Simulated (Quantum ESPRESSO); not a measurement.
**Band-structure run, with input and output: TaS$_{2}$ (part 1 of 2)**

- system: TaS$_{2}$ (3 atoms in the cell)
- method: Kohn-Sham DFT of a periodic cell, PBE, spin-orbit coupling, PseudoDojo 0.4 FR PBE standard, no spin polarisation (Quantum ESPRESSO 7.5)

The structure derives from an entry of the Crystallography Open Database.

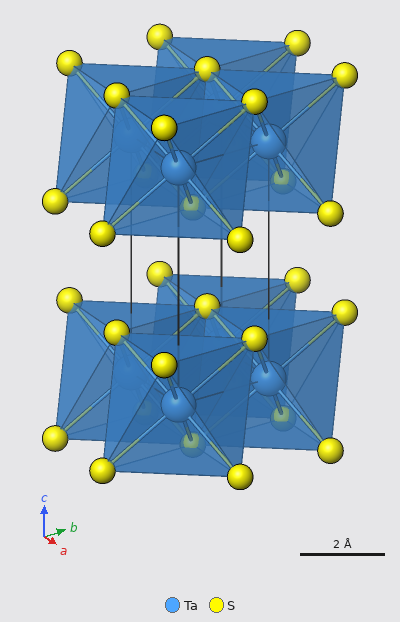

*The structure (polyhedral view of the cell of the calculation, seen slightly off an axis; polyhedra are completed across the faces of the cell).*

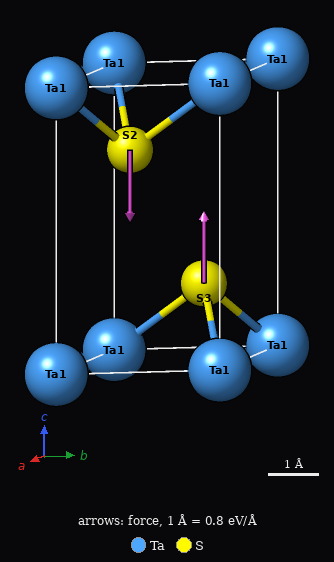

*Forces on the atoms as pink arrows (ball-and-stick view of the cell of the calculation, seen slightly off an axis; atoms are numbered from 1 in the order of the input).*

The largest act on S2, S3 (1.22 eV/Å). The geometry is not a stationary point of this energy.

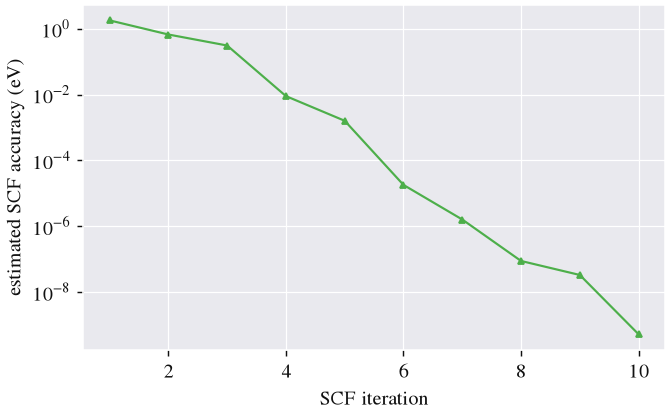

*Convergence of the self-consistent field: estimated SCF accuracy against the iteration.*

The field takes 10 iterations in all.

The input that produced these results follows, with the program's output.

Input:
```
&CONTROL
  calculation = 'scf'
  prefix = 'pwscf'
  outdir = './tmp'
  pseudo_dir = './pseudo'
  tprnfor = .true.
  tstress = .true.
  disk_io = 'low'
/
&SYSTEM
  ibrav = 0
  nat = 3
  ntyp = 2
  ecutwfc = 58
  nbnd = 38
  occupations = 'smearing'
  smearing = 'fd'
  degauss = 0.00367493
  noncolin = .true.
  lspinorb = .true.
/
&ELECTRONS
  conv_thr = 6d-10
  electron_maxstep = 120
  mixing_beta = 0.5
/
ATOMIC_SPECIES
Ta   180.9479 Ta.upf
S     32.0600 S.upf
CELL_PARAMETERS angstrom
   3.3500000000    0.0000000000    0.0000000000
  -1.6750000000    2.9011851027    0.0000000000
   0.0000000000    0.0000000000    5.8600000000
ATOMIC_POSITIONS crystal
Ta     0.0000000000    0.0000000000    0.0000000000
S      0.6666666667    0.3333333333    0.7500000000
S      0.3333333333    0.6666666667    0.2500000000
K_POINTS automatic
9 9 5 0 0 0
```

File bands.in:
```
&CONTROL
  calculation = 'bands'
  prefix = 'pwscf'
  outdir = './tmp'
  pseudo_dir = './pseudo'
  disk_io = 'low'
  verbosity = 'high'
/
&SYSTEM
  ibrav = 0
  nat = 3
  ntyp = 2
  ecutwfc = 58
  nbnd = 38
  occupations = 'smearing'
  smearing = 'fd'
  degauss = 0.00367493
  noncolin = .true.
  lspinorb = .true.
/
&ELECTRONS
  conv_thr = 1d-08
  electron_maxstep = 120
  mixing_beta = 0.5
  diago_full_acc = .true.
/
ATOMIC_SPECIES
Ta   180.9479 Ta.upf
S     32.0600 S.upf
CELL_PARAMETERS angstrom
   3.3500000000    0.0000000000    0.0000000000
  -1.6750000000    2.9011851027    0.0000000000
   0.0000000000    0.0000000000    5.8600000000
ATOMIC_POSITIONS crystal
Ta     0.0000000000    0.0000000000    0.0000000000
S      0.6666666667    0.3333333333    0.7500000000
S      0.3333333333    0.6666666667    0.2500000000
K_POINTS crystal
60
 0.0000000000  0.0000000000  0.0000000000 1
 0.0625000000  0.0000000000  0.0000000000 1
 0.1250000000  0.0000000000  0.0000000000 1
 0.1875000000  0.0000000000  0.0000000000 1
 0.2500000000  0.0000000000  0.0000000000 1
 0.3125000000  0.0000000000  0.0000000000 1
 0.3750000000  0.0000000000  0.0000000000 1
 0.4375000000  0.0000000000  0.0000000000 1
 0.5000000000  0.0000000000  0.0000000000 1
 0.4583333333  0.0833333333  0.0000000000 1
 0.4166666667  0.1666666667  0.0000000000 1
 0.3750000000  0.2500000000  0.0000000000 1
 0.3333333333  0.3333333333  0.0000000000 1
 0.2962962963  0.2962962963  0.0000000000 1
 0.2592592593  0.2592592593  0.0000000000 1
 0.2222222222  0.2222222222  0.0000000000 1
 0.1851851852  0.1851851852  0.0000000000 1
 0.1481481481  0.1481481481  0.0000000000 1
 0.1111111111  0.1111111111  0.0000000000 1
 0.0740740741  0.0740740741  0.0000000000 1
 0.0370370370  0.0370370370  0.0000000000 1
 0.0000000000  0.0000000000  0.0000000000 1
 0.0000000000  0.0000000000  0.1250000000 1
 0.0000000000  0.0000000000  0.2500000000 1
 0.0000000000  0.0000000000  0.3750000000 1
 0.0000000000  0.0000000000  0.5000000000 1
 0.0625000000  0.0000000000  0.5000000000 1
 0.1250000000  0.0000000000  0.5000000000 1
 0.1875000000  0.0000000000  0.5000000000 1
 0.2500000000  0.0000000000  0.5000000000 1
 0.3125000000  0.0000000000  0.5000000000 1
 0.3750000000  0.0000000000  0.5000000000 1
 0.4375000000  0.0000000000  0.5000000000 1
 0.5000000000  0.0000000000  0.5000000000 1
 0.4666666667  0.0666666667  0.5000000000 1
 0.4333333333  0.1333333333  0.5000000000 1
 0.4000000000  0.2000000000  0.5000000000 1
 0.3666666667  0.2666666667  0.5000000000 1
 0.3333333333  0.3333333333  0.5000000000 1
 0.3030303030  0.3030303030  0.5000000000 1
 0.2727272727  0.2727272727  0.5000000000 1
 0.2424242424  0.2424242424  0.5000000000 1
 0.2121212121  0.2121212121  0.5000000000 1
 0.1818181818  0.1818181818  0.5000000000 1
 0.1515151515  0.1515151515  0.5000000000 1
 0.1212121212  0.1212121212  0.5000000000 1
 0.0909090909  0.0909090909  0.5000000000 1
 0.0606060606  0.0606060606  0.5000000000 1
 0.0303030303  0.0303030303  0.5000000000 1
 0.0000000000  0.0000000000  0.5000000000 1
 0.5000000000  0.0000000000  0.5000000000 1
 0.5000000000  0.0000000000  0.3750000000 1
 0.5000000000  0.0000000000  0.2500000000 1
 0.5000000000  0.0000000000  0.1250000000 1
 0.5000000000  0.0000000000  0.0000000000 1
 0.3333333333  0.3333333333  0.0000000000 1
 0.3333333333  0.3333333333  0.1250000000 1
 0.3333333333  0.3333333333  0.2500000000 1
 0.3333333333  0.3333333333  0.3750000000 1
 0.3333333333  0.3333333333  0.5000000000 1
```

Launch command:
```bash
OMP_NUM_THREADS=1 pw.x -in pw.in > pw.out
OMP_NUM_THREADS=1 pw.x -in bands.in > bands.out
```

Output:
```
This program is part of the open-source Quantum ESPRESSO suite
     for quantum simulation of materials; please cite
         "P. Giannozzi et al., J. Phys.:Condens. Matter 21 395502 (2009);
         "P. Giannozzi et al., J. Phys.:Condens. Matter 29 465901 (2017);
         "P. Giannozzi et al., J. Chem. Phys. 152 154105 (2020);
          URL
     in publications or presentations arising from this work. More details at

     Message from routine setup:
     using ibrav=0 with symmetry is DISCOURAGED, use correct ibrav instead

     G-vector sticks info
     --------------------
     sticks:   dense  smooth     PW     G-vecs:    dense   smooth      PW
     Sum         649     649    199                22937    22937    3755

     Using Slab Decomposition

     bravais-lattice index     =            0
     lattice parameter (alat)  =       6.3306  a.u.
     unit-cell volume          =     384.3390 (a.u.)^3
     number of atoms/cell      =            3
     number of atomic types    =            2
     number of electrons       =        25.00
     number of Kohn-Sham states=           38
     kinetic-energy cutoff     =      58.0000  Ry
     charge density cutoff     =     232.0000  Ry
     scf convergence threshold =      6.0E-10
     mixing beta               =       0.5000
     number of iterations used =            8  plain     mixing
     Exchange-correlation= PBE
                           (   1   4   3   4   0   0   0)
     Non magnetic calculation with spin-orbit

     celldm(1)=   6.330583  celldm(2)=   0.000000  celldm(3)=   0.000000
     celldm(4)=   0.000000  celldm(5)=   0.000000  celldm(6)=   0.000000

     crystal axes: (cart. coord. in units of alat)
               a(1) = (   1.000000   0.000000   0.000000 )
               a(2) = (  -0.500000   0.866025   0.000000 )
               a(3) = (   0.000000   0.000000   1.749254 )

     reciprocal axes: (cart. coord. in units 2 pi/alat)
               b(1) = (  1.000000  0.577350 -0.000000 )
               b(2) = (  0.000000  1.154701  0.000000 )
               b(3) = (  0.000000 -0.000000  0.571672 )

     PseudoPot. # 1 for Ta read from file:
     Ta.upf
     Pseudo is Norm-conserving + core correction, Zval = 13.0
     Generated using ONCVPSP code by D. R. Hamann
     Using radial grid of 1484 points, 14 beta functions with:
                l(1) =   0
                l(2) =   0
                l(3) =   1
                l(4) =   1
                l(5) =   1
                l(6) =   1
                l(7) =   2
                l(8) =   2
                l(9) =   2
               l(10) =   2
               l(11) =   3
               l(12) =   3
               l(13) =   3
               l(14) =   3

     PseudoPot. # 2 for S  read from file:
     S.upf
     Pseudo is Norm-conserving + core correction, Zval =  6.0
     Generated using ONCVPSP code by D. R. Hamann
     Using radial grid of 1146 points, 10 beta functions with:
                l(1) =   0
                l(2) =   0
                l(3) =   1
                l(4) =   1
                l(5) =   1
                l(6) =   1
                l(7) =   2
                l(8) =   2
                l(9) =   2
               l(10) =   2

     atomic species   valence    mass     pseudopotential
     Ta               13.00   180.94790     Ta( 1.00)
     S                 6.00    32.06000     S ( 1.00)

     12 Sym. Ops., with inversion, found

   Cartesian axes

     site n.     atom                  positions (alat units)
         1        Ta     tau(   1) = (   0.0000000   0.0000000   0.0000000  )
         2        S      tau(   2) = (   0.5000000   0.2886751   1.3119403  )
         3        S      tau(   3) = (  -0.0000000   0.5773503   0.4373134  )

     number of k points=    50  Fermi-Dirac smearing, width (Ry)=  0.0037
                       cart. coord. in units 2pi/alat
        k(    1) = (   0.0000000   0.0000000   0.0000000), wk =   0.0024691
        k(    2) = (   0.0000000   0.0000000   0.1143345), wk =   0.0049383
        k(    3) = (   0.0000000   0.0000000   0.2286689), wk =   0.0049383
        k(    4) = (   0.0000000   0.1283001   0.0000000), wk =   0.0148148
        k(    5) = (   0.0000000   0.1283001   0.1143345), wk =   0.0148148
        k(    6) = (   0.0000000   0.1283001   0.2286689), wk =   0.0148148
        k(    7) = (   0.0000000   0.2566001   0.0000000), wk =   0.0148148
        k(    8) = (   0.0000000   0.2566001   0.1143345), wk =   0.0148148
        k(    9) = (   0.0000000   0.2566001   0.2286689), wk =   0.0148148
        k(   10) = (   0.0000000   0.3849002   0.0000000), wk =   0.0148148
        k(   11) = (   0.0000000   0.3849002   0.1143345), wk =   0.0148148
        k(   12) = (   0.0000000   0.3849002   0.2286689), wk =   0.0148148
        k(   13) = (   0.0000000   0.5132002   0.0000000), wk =   0.0148148
        k(   14) = (   0.0000000   0.5132002   0.1143345), wk =   0.0148148
        k(   15) = (   0.0000000   0.5132002   0.2286689), wk =   0.0148148
        k(   16) = (   0.1111111   0.1924501   0.0000000), wk =   0.0148148
        k(   17) = (   0.1111111   0.1924501   0.1143345), wk =   0.0296296
        k(   18) = (   0.1111111   0.1924501   0.2286689), wk =   0.0296296
        k(   19) = (   0.1111111   0.3207501   0.0000000), wk =   0.0296296
        k(   20) = (   0.1111111   0.3207501   0.1143345), wk =   0.0296296
        k(   21) = (   0.1111111   0.3207501   0.2286689), wk =   0.0296296
        k(   22) = (   0.1111111   0.4490502   0.0000000), wk =   0.0296296
        k(   23) = (   0.1111111   0.4490502   0.1143345), wk =   0.0296296
        k(   24) = (   0.1111111   0.4490502   0.2286689), wk =   0.0296296
        k(   25) = (   0.1111111   0.5773503   0.0000000), wk =   0.0148148
        k(   26) = (   0.1111111   0.5773503   0.1143345), wk =   0.0296296
        k(   27) = (   0.1111111   0.5773503   0.2286689), wk =   0.0296296
        k(   28) = (   0.2222222   0.3849002   0.0000000), wk =   0.0148148
        k(   29) = (   0.2222222   0.3849002   0.1143345), wk =   0.0296296
        k(   30) = (   0.2222222   0.3849002   0.2286689), wk =   0.0296296
        k(   31) = (   0.2222222   0.5132002   0.0000000), wk =   0.0296296
        k(   32) = (   0.2222222   0.5132002   0.1143345), wk =   0.0296296
        k(   33) = (   0.2222222   0.5132002   0.2286689), wk =   0.0296296
        k(   34) = (   0.3333333   0.5773503   0.0000000), wk =   0.0049383
        k(   35) = (   0.3333333   0.5773503   0.1143345), wk =   0.0098765
        k(   36) = (   0.3333333   0.5773503   0.2286689), wk =   0.0098765
        k(   37) = (   0.0000000   0.1283001  -0.1143345), wk =   0.0148148
        k(   38) = (   0.0000000   0.1283001  -0.2286689), wk =   0.0148148
        k(   39) = (   0.0000000   0.2566001  -0.1143345), wk =   0.0148148
        k(   40) = (   0.0000000   0.2566001  -0.2286689), wk =   0.0148148
        k(   41) = (   0.0000000   0.3849002  -0.1143345), wk =   0.0148148
        k(   42) = (   0.0000000   0.3849002  -0.2286689), wk =   0.0148148
        k(   43) = (   0.0000000   0.5132002  -0.1143345), wk =   0.0148148
        k(   44) = (   0.0000000   0.5132002  -0.2286689), wk =   0.0148148
        k(   45) = (  -0.1111111   0.3207501  -0.1143345), wk =   0.0296296
        k(   46) = (  -0.1111111   0.3207501  -0.2286689), wk =   0.0296296
        k(   47) = (  -0.1111111   0.4490502  -0.1143345), wk =   0.0296296
        k(   48) = (  -0.1111111   0.4490502  -0.2286689), wk =   0.0296296
        k(   49) = (  -0.2222222   0.5132002  -0.1143345), wk =   0.0296296
        k(   50) = (  -0.2222222   0.5132002  -0.2286689), wk =   0.0296296

     Dense  grid:    22937 G-vectors     FFT dimensions: (  32,  32,  54)

     Initial potential from superposition of free atoms

     starting charge      24.9990, renormalised to      25.0000
     Starting wfcs are   36 randomized atomic wfcs +    2 random wfcs

     Self-consistent Calculation

     iteration #  1     ecut=    58.00 Ry     beta= 0.50
     Davidson diagonalization with overlap
     ethr =  1.00E-02,  avg # of iterations =  5.1

     Threshold (ethr) on eigenvalues was too large:
     Diagonalizing with lowered threshold

     Davidson diagonalization with overlap
     ethr =  4.85E-04,  avg # of iterations =  2.2

     total energy              =    -174.80196633 Ry
     estimated scf accuracy    <       0.12877382 Ry

     iteration #  2     ecut=    58.00 Ry     beta= 0.50
     Davidson diagonalization with overlap
     ethr =  5.15E-04,  avg # of iterations =  2.0

     total energy              =    -174.81536175 Ry
     estimated scf accuracy    <       0.04929059 Ry

     iteration #  3     ecut=    58.00 Ry     beta= 0.50
     Davidson diagonalization with overlap
     ethr =  1.97E-04,  avg # of iterations =  2.9

     total energy              =    -174.82759593 Ry
     estimated scf accuracy    <       0.02253563 Ry

     iteration #  4     ecut=    58.00 Ry     beta= 0.50
     Davidson diagonalization with overlap
     ethr =  9.01E-05,  avg # of iterations =  1.5

     total energy              =    -174.83054278 Ry
     estimated scf accuracy    <       0.00065983 Ry

     iteration #  5     ecut=    58.00 Ry     beta= 0.50
     Davidson diagonalization with overlap
     ethr =  2.64E-06,  avg # of iterations =  6.2

     total energy              =    -174.83061560 Ry
     estimated scf accuracy    <       0.00012121 Ry

     iteration #  6     ecut=    58.00 Ry     beta= 0.50
     Davidson diagonalization with overlap
     ethr =  4.85E-07,  avg # of iterations =  1.9

     total energy              =    -174.83063884 Ry
     estimated scf accuracy    <       0.00000130 Ry

     iteration #  7     ecut=    58.00 Ry     beta= 0.50
     Davidson diagonalization with overlap
     ethr =  5.20E-09,  avg # of iterations =  3.9

     total energy              =    -174.83063957 Ry
     estimated scf accuracy    <       0.00000012 Ry

     iteration #  8     ecut=    58.00 Ry     beta= 0.50
     Davidson diagonalization with overlap
     ethr =  4.88E-10,  avg # of iterations =  2.4

     total energy              =    -174.83063961 Ry
     estimated scf accuracy    <          6.5E-09 Ry

     iteration #  9     ecut=    58.00 Ry     beta= 0.50
     Davidson diagonalization with overlap
     ethr =  2.60E-11,  avg # of iterations =  3.5

     total energy              =    -174.83063961 Ry
     estimated scf accuracy    <          2.4E-09 Ry

     iteration # 10     ecut=    58.00 Ry     beta= 0.50
     Davidson diagonalization with overlap
     ethr =  9.64E-12,  avg # of iterations =  2.0

     End of self-consistent calculation

          k = 0.0000 0.0000 0.0000 (  2901 PWs)   bands (ev):

   -57.9142 -57.9142 -30.7919 -30.7919 -22.1282 -22.1282 -22.0644 -22.0644
    -4.5055  -4.5055  -2.4254  -2.4254   3.6708   3.6708   6.3378   6.3378
     6.4264   6.4264   9.2736   9.2736   9.7779   9.7779   9.9120   9.9120
    10.5877  10.5877  10.7081  10.7081  11.0720  11.0720  14.7329  14.7329
    14.7921  14.7921  15.7968  15.7968  16.2248  16.2248

          k = 0.0000 0.0000 0.1143 (  2889 PWs)   bands (ev):

   -57.9142 -57.9142 -30.7919 -30.7919 -22.1283 -22.1283 -22.0644 -22.0644
    -4.4275  -4.4275  -2.5860  -2.5860   4.0117   4.0117   6.3472   6.3472
     6.4364   6.4364   8.4615   8.4615   9.7180   9.7180   9.8624   9.8624
    10.6471  10.6471  10.6977  10.6977  11.4969  11.4969  14.8727  14.8727
    14.9284  14.9284  15.8085  15.8085  16.7304  16.7304

          k = 0.0000 0.0000 0.2287 (  2865 PWs)   bands (ev):

   -57.9142 -57.9142 -30.7919 -30.7919 -22.1284 -22.1284 -22.0643 -22.0643
    -4.2722  -4.2722  -2.8653  -2.8653   4.7398   4.7398   6.3629   6.3629
     6.4532   6.4532   7.3075   7.3075   9.6424   9.6424   9.7850   9.7850
    10.6476  10.6476  10.6806  10.6806  11.8961  11.8961  15.1115  15.1115
    15.1639  15.1639  16.0014  16.0014  17.5793  17.5793

          k = 0.0000 0.1283 0.0000 (  2877 PWs)   bands (ev):

   -57.9126 -57.9126 -30.7986 -30.7986 -22.1342 -22.1342 -22.0909 -22.0909
    -4.3136  -4.3136  -2.4357  -2.4357   3.8997   3.8997   6.0817   6.0817
     6.4864   6.4864   8.5680   8.5680   9.1746   9.1746   9.4247   9.4247
    10.6781  10.6781  11.3111  11.3111  11.5222  11.5222  14.3951  14.3951
    14.7448  14.7448  16.7643  16.7643  17.0026  17.0026

          k = 0.0000 0.1283 0.1143 (  2888 PWs)   bands (ev):

   -57.9126 -57.9126 -30.7987 -30.7987 -22.1342 -22.1342 -22.0909 -22.0909
    -4.2382  -4.2382  -2.5783  -2.5783   4.1944   4.1944   6.0630   6.0630
     6.4775   6.4775   8.4223   8.4223   8.8129   8.8129   9.2365   9.2365
    10.7419  10.7419  11.3671  11.3671  11.9194  11.9194  14.5410  14.5410
    14.6760  14.6760  16.6199  16.6199  17.5291  17.5291

          k = 0.0000 0.1283 0.2287 (  2867 PWs)   bands (ev):

   -57.9126 -57.9126 -30.7987 -30.7987 -22.1343 -22.1343 -22.0909 -22.0909
    -4.0825  -4.0825  -2.8399  -2.8399   4.8895   4.8895   5.8440   5.8440
     6.4940   6.4940   7.9015   7.9015   8.4624   8.4624   9.1510   9.1510
    10.7894  10.7894  11.3660  11.3660  12.3530  12.3530  14.5988  14.5988
    14.8963  14.8963  16.7908  16.7908  18.0785  18.0785

          k = 0.0000 0.2566 0.0000 (  2877 PWs)   bands (ev):

   -57.9087 -57.9087 -30.8158 -30.8158 -22.1930 -22.1930 -22.1126 -22.1126
    -3.7943  -3.7943  -2.4583  -2.4583   4.5081   4.5081   5.6551   5.6551
     6.6526   6.6526   6.7652   6.7652   8.5313   8.5313   9.0607   9.0607
    10.3264  10.3264  12.0059  12.0059  12.2215  12.2215  14.7721  14.7721
    14.9592  14.9592  17.6630  17.6630  18.2467  18.2467

          k = 0.0000 0.2566 0.1143 (  2875 PWs)   bands (ev):

   -57.9087 -57.9087 -30.8158 -30.8158 -22.1930 -22.1930 -22.1127 -22.1127
    -3.7403  -3.7403  -2.5365  -2.5365   4.5312   4.5312   5.7995   5.7995
     6.5770   6.5770   6.6533   6.6533   8.6018   8.6018   9.0722   9.0722
    10.2078  10.2078  12.1434  12.1434  12.6298  12.6298  14.4971  14.4971
    14.7081  14.7081  17.2400  17.2400  17.8744  17.8744

          k = 0.0000 0.2566 0.2287 (  2857 PWs)   bands (ev):
```
